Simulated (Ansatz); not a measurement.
# Run report: CoSi, single-point calculation (part 1 of 2)

CoSi (slab, 24 atoms in the cell), computed with DFT PBE, scalar-relativistic, plane waves, PAW, no spin polarisation (Ansatz 0.2.0).

The structure derives from a Materials Project entry. It belongs to a series of runs on one base structure; here: (1 0 0) slab cut from the bulk. Figures and captions count atoms from 1; the log counts them from 0 in places.

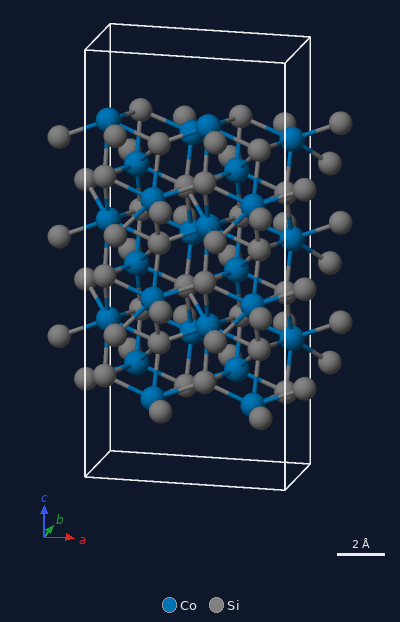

Fig. 1: The input geometry (ball-and-stick view of the 2 × 1 repeat of the cell, with the vacuum cut short, seen slightly off an axis; bonded neighbours outside the cell are drawn too).

## Summary

```tsv
quantity	value
outcome	converged
electrons treated	252
free energy	−69153.0079 eV
work function, top face	4.51 eV
work function, bottom face	4.51 eV
Fermi energy	5.954 eV
gap on the k-point mesh	none (metallic)
work function (upper face)	4.51 eV
largest force (length of the vector)	1.292 eV/Å
hardware	4 threads of Arm Neoverse V2, 128 GiB of memory available, shared host
wall time	2.7 min (CPU time 11 min)
peak memory	3 GiB
```

## Remarks

Warnings of the run: the exchange-correlation potential is rough where the density is thin. The run has no spin polarisation, so a magnetic state may lie lower.

## Input
```yaml
crystal:
  lattice:
    - [4.4303090966, 0.0, 0.0]
    - [0.0, 4.4303090966, 0.0]
    - [0.0, 0.0, 27.0058545636]
  atoms:
    - { symbol: Co, position: [0.645031949, 0.145031949, 0.2777175587] }
    - { symbol: Si, position: [0.8431817518, 0.6568182482, 0.2796511005] }
    - { symbol: Si, position: [0.1568182482, 0.1568182482, 0.310224024] }
    - { symbol: Co, position: [0.354968051, 0.645031949, 0.3121575658] }
    - { symbol: Co, position: [0.854968051, 0.854968051, 0.3597425338] }
    - { symbol: Si, position: [0.6568182482, 0.3431817518, 0.3616760756] }
    - { symbol: Si, position: [0.3431817518, 0.8431817518, 0.3922489991] }
    - { symbol: Co, position: [0.145031949, 0.354968051, 0.3941825409] }
    - { symbol: Co, position: [0.645031949, 0.145031949, 0.4417675089] }
    - { symbol: Si, position: [0.8431817518, 0.6568182482, 0.4437010507] }
    - { symbol: Si, position: [0.1568182482, 0.1568182482, 0.4742739742] }
    - { symbol: Co, position: [0.354968051, 0.645031949, 0.476207516] }
    - { symbol: Co, position: [0.854968051, 0.854968051, 0.523792484] }
    - { symbol: Si, position: [0.6568182482, 0.3431817518, 0.5257260258] }
    - { symbol: Si, position: [0.3431817518, 0.8431817518, 0.5562989493] }
    - { symbol: Co, position: [0.145031949, 0.354968051, 0.5582324911] }
    - { symbol: Co, position: [0.645031949, 0.145031949, 0.6058174591] }
    - { symbol: Si, position: [0.8431817518, 0.6568182482, 0.6077510009] }
    - { symbol: Si, position: [0.1568182482, 0.1568182482, 0.6383239244] }
    - { symbol: Co, position: [0.354968051, 0.645031949, 0.6402574662] }
    - { symbol: Co, position: [0.854968051, 0.854968051, 0.6878424342] }
    - { symbol: Si, position: [0.6568182482, 0.3431817518, 0.689775976] }
    - { symbol: Si, position: [0.3431817518, 0.8431817518, 0.7203488995] }
    - { symbol: Co, position: [0.145031949, 0.354968051, 0.7222824413] }
basis:
  ecutwfc: 420
kpoints:
  mp_grid: { grid: [8, 8, 1] }
hamiltonian:
  xc: pbe
scf:
  occupations: { method: gaussian, width: 0.1 }
output:
  forces: true
  stress: true
  eigenvalues: true
  write_density: true
  write_potential: true
  elf: true
  volumetric_format: npy
efield:
  axis: 3
  dipole_correction: true
  ramp_width: 0.04
```

Launch command:
```bash
ansatz run input.yaml --threads 4 --pin off --max-ram 8192MiB --backend cpu --events-out ev --progress --plain --runs-dir out
```

## The program's output
```
Engine: ansatz 0.2.0, aarch64-unknown-linux-gnu
Pseudopotentials: kind: paw
Pseudopotential: Co, paw, valence charge 17, recommended cutoff 420 eV (normal), Co.paw.azcp
Pseudopotential: Si, paw, valence charge 4, recommended cutoff 420 eV (normal), Si.paw.azcp
Functional definition: PBE
  parameter kappa = 0.804
  parameter beta = 0.06672455060314922
  exchange = pbe_x(kappa = kappa, mu = beta*pi^2/3)
  correlation = pbe_c(beta = beta)
Crystal: 24 atoms, lattice volume = 530.061 Å³
Basis set: ecut = 420 eV, 10451 PW (Γ), exchange–correlation on 60×60×384 points (8 copies of the dense FFT grid, shifted against one another)
Bands: 152, of which v1, the nominal top of the filled ones, is band 126 counted from 1 (125 counted from 0)
Symmetry: 1 space group operations
k-points: 34 of 64 (time reversal used)
Non-local potential: Co, projectors of the file, l = 0: 3, l = 1: 2, l = 2: 3, l = 3: 1
Non-local potential: Si, projectors of the file, l = 0: 2, l = 1: 2, l = 2: 2
PAW form: soft (Blöchl's): semilocal exchange-correlation on the pseudo side does not see the compensation charge
PAW one-centre angular grid: Co, 590 points (default); XC on 64 Gauss nodes
PAW one-centre angular grid: Si, 110 points (default); XC on 64 Gauss nodes
Initial density: superposition of atomic densities (neutral atoms: chi_scale 0, normalization atom), corrected by the library's trained network
Initial wavefunctions: pseudopotential atomic-orbital guess
Functional: x = pbe(κ = 0.804, μ = 0.2195149727645171), c = pbe(β = 0.06672455060314922)
SCF iter   1: F=—  HF=-69153.024937 eV  |F-HF|=—  |Δ(HF+E_count)|=         —  Δρ=8.16e-3  dr2=3.99e-1  ethr=1.77e-3  p=0.000 e·Å  D=6.12e-14 V/Å  ΔV_dip=-0.00 eV  dr2_dipole=1.72e-7  V_vac-E_F(+/−)=4.57/4.57 eV  ⟨swp⟩=8.9  Hψ=26869  notcnv=0  defer=118
efield: sawtooth ramp at fractional position 0.9800 (placed from the atoms, in the widest stretch of the axis that holds none; the zero of the levels goes with the place), width 0.0400; the density the first Hamiltonian is built on has a dipole p = 0.000 e·Å; the dipole correction subtracts the counter field D = 6.12e-14 V/Å, which shifts the + side's vacuum level by -0.00 eV against the − side's; the planar-averaged density in the ramp window peaks in size at 1.3e-5 e/Å³
preconditioner: auto → LDOS  [metal: Δε(μ)=0.011 eV  Ē_g=6.101 eV  σ=0.100 eV  W_gap=0.06  n_scr=132 (ndim 8)  ℏωp=20.1 eV  f_vac=0.451  D(μ)=9.27/eV (n_scr^D=50)  β→1.0]
SCF iter   2: F=—  HF=-69153.035147 eV  |F-HF|=—  |Δ(HF+E_count)|=   1.02e-2  Δρ=1.03e-2  dr2=5.80e-1  ethr=1.58e-4  p=0.000 e·Å  D=1.72e-5 V/Å  ΔV_dip=-0.00 eV  dr2_dipole=1.03e-5  V_vac-E_F(+/−)=4.50/4.50 eV  ⟨swp⟩=2.6  Hψ=9659  notcnv=0  defer=605
SCF iter   3: F=—  HF=-69153.018959 eV  |F-HF|=—  |Δ(HF+E_count)|=   1.62e-2  Δρ=6.02e-3  dr2=1.49e-1  ethr=1.58e-4  p=0.000 e·Å  D=1.32e-5 V/Å  ΔV_dip=-0.00 eV  dr2_dipole=1.14e-7  V_vac-E_F(+/−)=4.53/4.53 eV  ⟨swp⟩=2.0  Hψ=6929  notcnv=0  defer=605
SCF iter   4: F=—  HF=-69153.007672 eV  |F-HF|=—  |Δ(HF+E_count)|=   1.13e-2  Δρ=1.31e-3  dr2=8.66e-3  ethr=5.91e-5  p=0.000 e·Å  D=4.41e-6 V/Å  ΔV_dip=-0.00 eV  dr2_dipole=5.98e-8  V_vac-E_F(+/−)=4.52/4.52 eV  ⟨swp⟩=2.1  Hψ=6739  notcnv=0  defer=605
SCF iter   5: F=—  HF=-69153.007145 eV  |F-HF|=—  |Δ(HF+E_count)|=   5.27e-4  Δρ=3.67e-4  dr2=5.87e-4  ethr=3.44e-6  p=0.000 e·Å  D=4.16e-6 V/Å  ΔV_dip=-0.00 eV  dr2_dipole=4.91e-8  V_vac-E_F(+/−)=4.52/4.52 eV  ⟨swp⟩=2.4  Hψ=7393  notcnv=0  defer=605
SCF iter   6: F=—  HF=-69153.007170 eV  |F-HF|=—  |Δ(HF+E_count)|=   2.46e-5  Δρ=1.08e-4  dr2=4.93e-5  ethr=2.33e-7  p=0.000 e·Å  D=3.82e-6 V/Å  ΔV_dip=-0.00 eV  dr2_dipole=1.12e-8  V_vac-E_F(+/−)=4.52/4.52 eV  ⟨swp⟩=2.5  Hψ=8160  notcnv=0  defer=605
SCF iter   7: F=—  HF=-69153.007877 eV  |F-HF|=—  |Δ(HF+E_count)|=   7.07e-4  Δρ=4.29e-5  dr2=7.67e-6  ethr=1.96e-8  p=0.000 e·Å  D=2.66e-6 V/Å  ΔV_dip=-0.00 eV  dr2_dipole=2.00e-10  V_vac-E_F(+/−)=4.51/4.51 eV  ⟨swp⟩=2.4  Hψ=8128  notcnv=0  defer=184
SCF iter   8: F=—  HF=-69153.007900 eV  |F-HF|=—  |Δ(HF+E_count)|=   2.31e-5  Δρ=1.92e-5  dr2=1.86e-6  ethr=3.04e-9  p=0.000 e·Å  D=1.44e-6 V/Å  ΔV_dip=-0.00 eV  dr2_dipole=6.91e-10  V_vac-E_F(+/−)=4.51/4.51 eV  ⟨swp⟩=2.1  Hψ=7071  notcnv=0  defer=184
SCF iter   9: F=—  HF=-69153.007907 eV  |F-HF|=—  |Δ(HF+E_count)|=   6.96e-6  Δρ=1.12e-5  dr2=5.31e-7  ethr=7.37e-10  p=0.000 e·Å  D=6.10e-7 V/Å  ΔV_dip=-0.00 eV  dr2_dipole=1.82e-9  V_vac-E_F(+/−)=4.51/4.51 eV  ⟨swp⟩=2.1  Hψ=7448  notcnv=0  defer=184
SCF iter  10: F=-69153.007907 eV  HF=-69153.007907 eV  |F-HF|=7.72e-8  |Δ(HF+E_count)|=   3.50e-7  Δρ=2.80e-6  dr2=3.77e-8  ethr=3.97e-11  p=0.000 e·Å  D=2.82e-7 V/Å  ΔV_dip=-0.00 eV  dr2_dipole=3.21e-10  V_vac-E_F(+/−)=4.51/4.51 eV  ⟨swp⟩=21.9  Hψ=52434  notcnv=0
SCF 1 converged in 10 iterations: F = -69153.007907 eV  dr2 = 3.77e-8
  greatest PAW one-centre occupation: 1.001 electrons in one spin orbital (limit 2), on the Co atom at site 0 (counted from 0), in its partial waves of l = 1
```

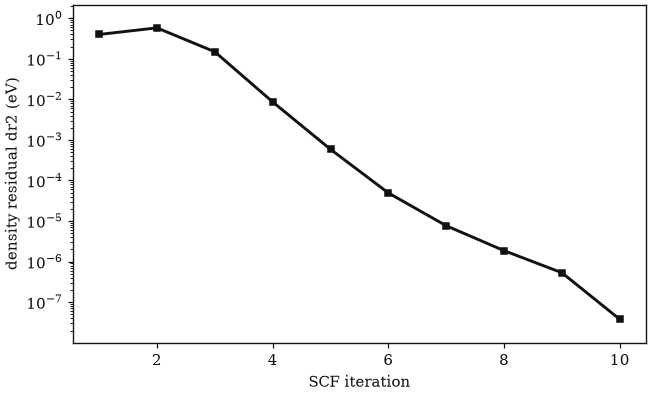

Fig. 2: Convergence of the self-consistent field: density residual dr2 against the SCF iteration. The residual falls almost steadily, with no more than small rises.

```
WARN: The output density's exchange-correlation potential varies sharply where the density is thin. Do not read a vacuum level from v_tot or v_xc, or from such a field of the output density. On a cell that repeats whose density bears no net charge and no dipole along the vacuum's axis use v_es (v_loc + v_h of the components); under efield.dipole_correction with no amplitude use v_es + v_field, which holds any external_charges[].barrier, or the levels of the report's work_function block, which leave it out; under a non-zero efield.amplitude the vacuum is tilted and has no level; on a cell that repeats and bears such a dipole with no correction it is tilted too, and efield.dipole_correction with no amplitude gives each side of its ramp a level where efield: is served; in a cell that repeats whose density bears a net charge (total_charge, or a fill off its count) it is curved and has none; of a slab under crystal.periodic whose density bears no net charge use v_es, which has a level on each side, short of where the two are joined; of another it falls or rises all the way out and has none; of a slab beside external_charges read slab_vacuum_level instead, which it has where they leave it neutral. The grid or the basis barely resolves most such structure, and the values can differ between equally converged runs; as a rule a tighter scf.convergence.dr2_threshold does not remove it. Where the density itself ripples (under the LDA too) a higher basis.ecutwfc lessens it. The files hold the spikes' plane waves up to the density's cutoff. Files: v_tot_of_output_density and the like, and their columns of v_z.tsv (output.write_potential); v_xc_of_output_density and the like, and their columns of v_comp_z.tsv (output.write_potential_components). Measured: with its Gaussian average of σ = 0.25 Å subtracted twice, the exchange-correlation potential is over 0.1 eV at 82 of the grid points where the equally averaged density (valence and model cores) is under 1e-3 e/Å³, and 0.205 eV at the most among them, at an averaged density of 1.9e-8 e/Å³. The input density's (outcome.potential() and, of a run that writes arrays, v_tot and v_xc) is over 0.1 eV, so measured, at 169 points of its own thin density, 0.143 eV at the most. See output.write_potential in the manual, Limitations
SCF converged after 10 iterations
Free energy (F): -69153.007907 eV
Harris-Foulkes:  -69153.007907 eV  (|F-HF|=7.72e-8)
Internal energy: -69152.960888 eV  (E = F + TS)
E sigma→0 (E₀):  -69152.984398 eV
Entropy (-TS):   -0.047019 eV (-1.959 meV/atom)
Fermi energy:    5.953560 eV
Dipole field:    D = -0.000015 V/Å  (p = -0.000043 e·Å, saw-weighted, corrected)
Work function:   Φ+ = 4.5123 eV   Φ− = 4.5119 eV
Levels:          The Fermi level and band energies are counted from a zero that moves with the ramp; work functions are not
--- Per-component energies (eV) ---
  E_band       = -5509.983146
  E_kinetic    = 6008.218476
  E_local      = -384821.287835  (includes V_loc(G=0)·N_el)
  E_nonlocal   = 5770.971191
  E_hartree    = 188265.146214
  E_xc         = -2595.970914
  E_vxc        = -3058.690084  (∫ρ·V_xc dr)
  E_paw        = -24358.157415  (= ΣΔE_a)
  E_vpaw       = -5939.484065  (= ΣTr[D̂ρ^β])
  E_aug_tail   = 0.001036  (compensation charges beyond the density's cutoff)
  E_efield     = 0.000000  (sawtooth field / dipole correction)
  E_vefield    = 0.000000  (∫n·V_field dr)
  E_ewald      = 142578.118358
  E_smearing   = -0.047019  (= −TS)
  E_closure    = -0.000000  (closes the sum)
  Σ components = -69153.007907   (vs F -69153.007907, Δ=0.00e0)
--- Forces (eV/Å), atoms counted from 1 ---
  atom   1  Co     0.56953311     0.28662190     1.12339842
  atom   2  Si    -0.16874804    -0.48112015    -0.06523136
  atom   3  Si     0.09779022     0.08314160    -0.99745500
  atom   4  Co    -0.39663013     0.05361159     0.19967556
  atom   5  Co    -0.06260386    -0.06677125     0.34266789
  atom   6  Si     0.00205526     0.04887635    -0.45700223
  atom   7  Si     0.02530453     0.00777355    -0.19066374
  atom   8  Co    -0.07377726     0.01962786    -0.00306570
  atom   9  Co     0.01993092     0.04408544     0.08222423
  atom  10  Si    -0.01318093     0.02645345    -0.00004844
  atom  11  Si     0.00166805    -0.00841390     0.01036195
  atom  12  Co    -0.00133353    -0.00292329    -0.04502318
  atom  13  Co    -0.00132601     0.00293138     0.04500117
  atom  14  Si     0.00168409     0.00839806    -0.01035610
  atom  15  Si    -0.01318761    -0.02644296     0.00005136
  atom  16  Co     0.01992299    -0.04409277    -0.08223632
  atom  17  Co    -0.07377573    -0.01962801     0.00307313
  atom  18  Si     0.02530530    -0.00777211     0.19066658
  atom  19  Si     0.00205675    -0.04887494     0.45700377
  atom  20  Co    -0.06260616     0.06676856    -0.34265467
  atom  21  Co    -0.39662654    -0.05361213    -0.19966514
  atom  22  Si     0.09779054    -0.08314037     0.99745505
  atom  23  Si    -0.16875275     0.48111780     0.06523192
  atom  24  Co     0.56953057    -0.28662116    -1.12338630
  max |Σ_I F_I| component: 2.38e-5 eV/Å
--- Stress (GPa, compression-positive) ---
       -2.686232      -0.000001      -0.000001
       -0.000001      -2.756814       0.201957
       -0.000001       0.201957      -0.839853
  P = ⅓ Tr σ = -2.0943 GPa (-20.943 kbar)
--- Band table (eV; the first three rows and the last of 34) ---
```
